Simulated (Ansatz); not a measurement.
# LiNbO3: what the fields show

Input

```
crystal:
  lattice:
    - [5.1374171224, 0.0001791563, -0.0008829437]
    - [2.5684974662, 4.8600687865, 0.005151376]
    - [0.0014465006, 2.7055843537, 8.4769651063]
  atoms:
    - { symbol: Li, position: [0.4404640398, 0.1190768564, 0.1468185027] }
    - { symbol: Li, position: [0.9404640677, 0.1190778828, 0.6468188705] }
    - { symbol: Li, position: [0.1904637122, 0.619078877, 0.3968223457] }
    - { symbol: Li, position: [0.6904631488, 0.6190788163, 0.8968222626] }
    - { symbol: Nb, position: [0.0174497001, 0.9651127268, 0.0058166611] }
    - { symbol: Nb, position: [0.5174497605, 0.9651130671, 0.5058164578] }
    - { symbol: Nb, position: [0.7674503412, 0.4651127499, 0.2558128047] }
    - { symbol: Nb, position: [0.267450158, 0.4651132121, 0.7558126256] }
    - { symbol: O, position: [0.7390335849, 0.7759670912, 0.3655501084] }
    - { symbol: O, position: [0.7908164616, 0.7759727428, 0.0597256673] }
    - { symbol: O, position: [0.306186369, 0.7759684491, 0.1867430393] }
    - { symbol: O, position: [0.1832074368, 0.2759665001, 0.3097224698] }
    - { symbol: O, position: [0.6678364745, 0.2759698514, 0.4367418728] }
    - { symbol: O, position: [0.2390325891, 0.7759673486, 0.8655496937] }
    - { symbol: O, position: [0.7349944364, 0.2759723614, 0.1155475104] }
    - { symbol: O, position: [0.2908165332, 0.77597337, 0.5597254859] }
    - { symbol: O, position: [0.8061862308, 0.7759686072, 0.686742906] }
    - { symbol: O, position: [0.683206917, 0.2759665297, 0.8097219858] }
    - { symbol: O, position: [0.1678359997, 0.2759703005, 0.9367413839] }
    - { symbol: O, position: [0.2349945587, 0.2759726796, 0.6155473261] }
kpoints:
  mp_grid: { grid: [6, 6, 4] }
  band_path:
    path:
      - [0.0, 0.0, 0.0]
      - [0.0, 0.5, 0.0]
      - [0.2648772327, 0.4999959814, -0.7946399511]
      - [0.4702372589, 0.2351138171, -0.9999998728]
      - [0.3675564199, -5.5763e-06, -1.1026807118]
      - [0.3675572458, 0.3675548993, -0.897319912]
      - [0.4999990581, 0.4999943951, -0.4999988037]
      - [0.0, 0.135417, -0.010417]
      - [0.380208, 0.0, -0.140625]
    npoints: 1
hamiltonian:
  xc: r2scan
scf:
  occupations: { method: fixed }
  n_extra_bands: 9
output:
  forces: true
  stress: true
  eigenvalues: true
  write_density: true
  write_potential: true
  elf: true
  volumetric_format: npy
```

Space group R3c; a structure from a database of computed crystals, not necessarily the ambient phase; started from the database structure prototype, which need not be the ambient phase.

The calculation used DFT, r2SCAN, plane waves, PAW in Ansatz 0.2.0.

The density is the valence pseudo-density of a PAW calculation; it isn't the true density close to the nuclei.

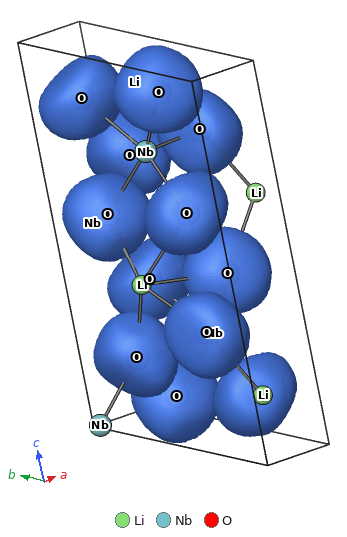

Figure 1. Isosurface of the electron localisation function at 0.6 (blue), seen at an oblique angle. Core shells and regions of very low density are left out. Sticks mark near contacts.

Describe the localisation domains.

Answer. The ELF exceeds this value in twelve regions wrapped around O (the valence shell of each), counted in one cell of 20 atoms. Regions shared between cells count once. Along the contacts the grid gives the following. Nb–O (1.88 Å): the ELF peaks at about 0.80 in the valence shell of O, 0.6 Å from its nucleus, and drops to about 0.30 between the two atoms: no shared electron pair shows on this line. Li–O (2.05 Å): the ELF peaks at about 0.85 in the valence shell of O, 0.6 Å from its nucleus, and falls to about 0 next to Li; an ionic contact with no shared pair.

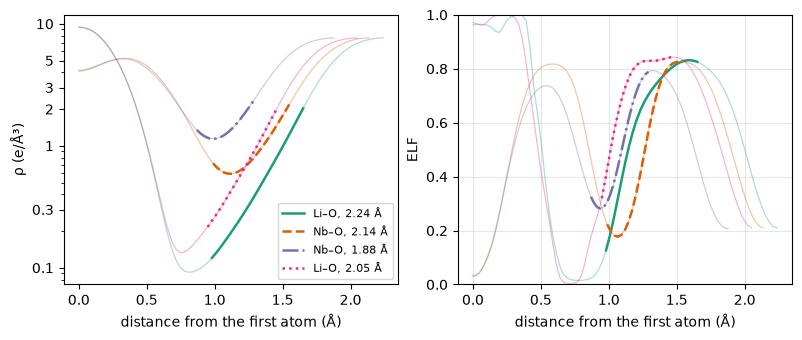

Figure 2. Valence electron density and ELF along straight lines between neighbouring atoms. Thin, pale parts lie inside the atomic spheres.

Compare the contacts.

Answer. Li–O (2.24 Å): ρ at the midpoint is about 0.19 e/Å³; the ELF peaks at about 0.85 in the valence shell of O, 0.6 Å from its nucleus, and falls to about 0 next to Li (a closed-shell, largely ionic contact).
Nb–O (2.14 Å): ρ at the midpoint is about 0.6 e/Å³; the ELF peaks at about 0.85 in the valence shell of O, 0.6 Å from its nucleus, and drops to about 0.20 between the two atoms; no localised pair shows between them.
Nb–O (1.88 Å): the density is about 1.2 e/Å³ at the midpoint; the ELF peaks at about 0.80 in the valence shell of O, 0.6 Å from its nucleus, and drops to about 0.30 between the two atoms: no localised pair shows between them.
Li–O (2.05 Å): the density is about 0.29 e/Å³ at the midpoint; the ELF peaks at about 0.85 in the valence shell of O, 0.6 Å from its nucleus, and falls to about 0 next to Li; a closed-shell, largely ionic contact.

Does the calculation make it a metal, or give it a gap?

Answer. It is gapped, with a Kohn–Sham gap of 4.0 eV on the k-point mesh (the band edges may lie off the mesh, which would make the gap smaller).
